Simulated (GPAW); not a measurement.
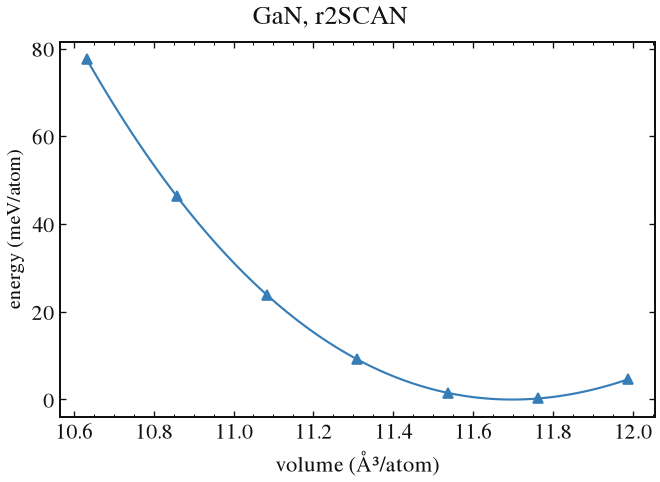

The plot gives the computed energy against volume for GaN, space group P6_3mc (No. 186).

Cell as given: a = 3.180 Å, b = 3.180 Å, c = 5.166 Å, α = 90.00°, β = 90.00°, γ = 120.00°; 4 atoms.

How it was computed, with GPAW 26.7.0: PAW DFT in plane waves, on a grid or in atomic orbitals, no spin polarisation; energies at scaled volumes of the given cell, shape and fractions fixed, counted from the fit's minimum, third-order Birch-Murnaghan fit. Level: r2SCAN.

k mesh 8×8×4; occupations Fermi–Dirac; smearing width 0.05 eV; potentials GPAW PAW data sets (gpaw data 1.2.1); wave cutoff 800 eV; program settings basis pw.

This calculation gives: equilibrium volume 11.70 Å³/atom and bulk modulus 214 GPa.

Now Ga is replaced by Al on all its sites, which gives AlN in the same structure. The second calculation uses k mesh 8×8×5. How do these quantities change?

The equilibrium volume falls from 11.70 to 10.46 Å³/atom (−11 %) and the bulk modulus hardly changes (214 and 211 GPa).

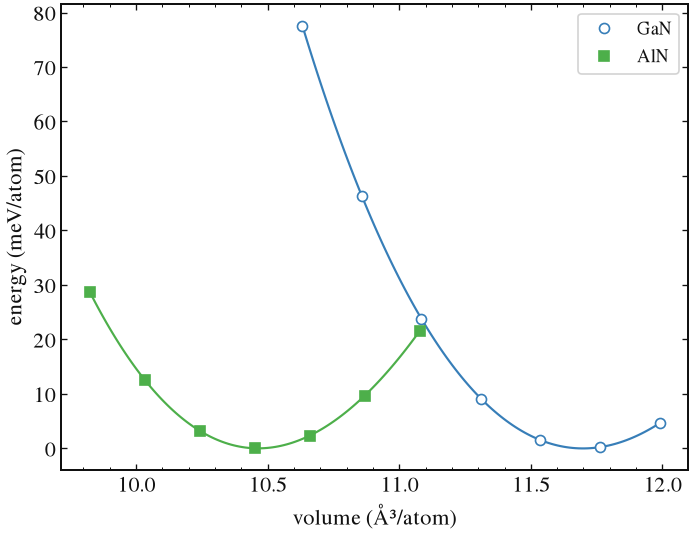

The two results together.

For both, limits of the calculation: shape and atomic fractions are frozen while scaling, which makes layered, chain and framework solids too stiff.

V0 and the bulk modulus come from third-order Birch–Murnaghan fits.
